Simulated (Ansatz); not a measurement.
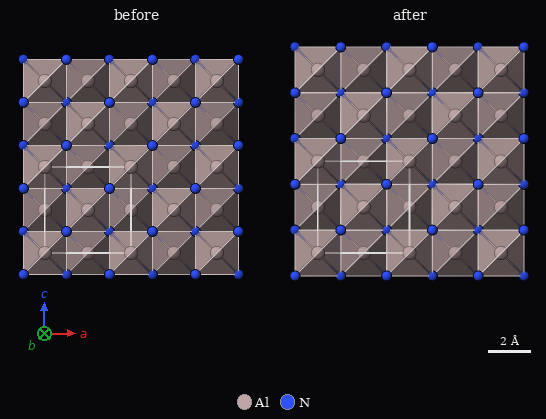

The structure of crystalline AlN (built on the zincblende type) before (left) and after (right) a relaxation, at one scale.

Style: polyhedral. Shown: the conventional cell (4 times the calculation's cell), repeated 2 × 1 × 2 with one cell outlined, along the b axis. Lengths and directions refer to the drawn axes.

Computed with Ansatz 0.2.0, DFT, PBE, plane waves, PAW.

The input:
```yaml
crystal:
  lattice:
    - [0.0, 2.0684150744, 2.0684150744]
    - [2.0684150744, 0.0, 2.0684150744]
    - [2.0684150744, 2.0684150744, 0.0]
  atoms:
    - { symbol: Al, position: [0.0, 0.0, 0.0] }
    - { symbol: "N", position: [0.25, 0.25, 0.25] }
kpoints:
  mp_grid: { grid: [10, 10, 10] }
hamiltonian:
  xc: pbe
scf:
  occupations: { method: fermi_dirac, width: 0.02 }
relax:
  f_tol: 0.005
  cell: {}
```

Launched with:
```bash
ansatz run input.yaml --threads 2 --pin off --max-ram 2211MiB --backend cpu --events-out ev --progress --plain --runs-dir out
```

> What changed between the two?

The atoms keep their places relative to the cell (all moves are under 0.005 Å). Cell: a = b = c 4.137 → 4.403 Å (+6.4 %). Volume +20.6 %. Near-neighbour distances that change, for instance: Al1–N2 1.791 → 1.907 Å. The space group stays F-43m (No. 216). The energy falls by 0.506 eV per cell of the calculation in 6 accepted moves (8 points after the start). All forces vanish by symmetry, so only the cell relaxes. Pressure: 51.76 GPa at the start and 0.02 GPa at the end. At 2 points the geometry stayed and the basis and grid were re-selected for the new cell (energy shift of 28.0 meV per cell of the calculation at most each time).
